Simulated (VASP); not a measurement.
**Run report: HfO₂, geometry relaxation (part 3 of 3)**

HfO₂ (P4₂/mnm, 6 atoms in the cell); Kohn-Sham DFT of a periodic cell, RPBE with D3, VASP PAW PBE potentials, recommended, no spin polarisation (VASP 6.6.1); cutoff 600 eV, 6×6×8 k-mesh, fermi-dirac of 0.05 eV. The structure derives from a Materials Project entry.

Geometry of the input (Å; fractional positions):
```
4.8135  0.0000  0.0000
0.0000  4.8135  0.0000
0.0000  0.0000  3.2054
Hf 0.5000  0.5000  0.5000
Hf 0.0000  0.0000  0.0000
O  0.8050  0.1950  0.5000
O  0.6950  0.6950  0.0000
O  0.3050  0.3050  0.0000
O  0.1950  0.8050  0.5000
```

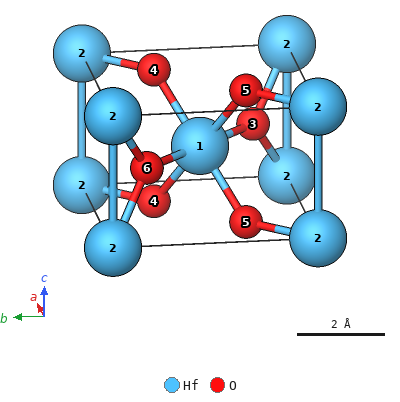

The structure as given in the input (ball-and-stick view of the cell of the calculation, seen at an oblique angle; atoms are numbered from 1 in the order of the input).

**Results in brief**

| quantity | value |
| --- | --- |
| outcome | converged |
| space group (tolerance 0.01 Å) | P4₂/mnm (136) |
| electrons treated | 44 |
| free energy | −59.9172 eV |
| dispersion energy | −1.4943 eV |
| Fermi energy | 3.363 eV |
| gap on the k-point mesh | 3.98 eV |
| pressure | 0.09 GPa |
| final volume | 76.15 Å³ |
| largest force (length of the vector) at the end | 0.014 eV/Å |
| final cell | a = 4.859 Å, b = 4.859 Å, c = 3.225 Å, α = 90.00°, β = 90.00°, γ = 90.00° |
| hardware | 1 thread of AMD EPYC (Zen 4), 64 GiB of memory available, shared host |
| wall time | 4 min |
| peak memory | 0.26 GiB |

**Notes**

Spin–orbit coupling is left out, which matters for Hf.
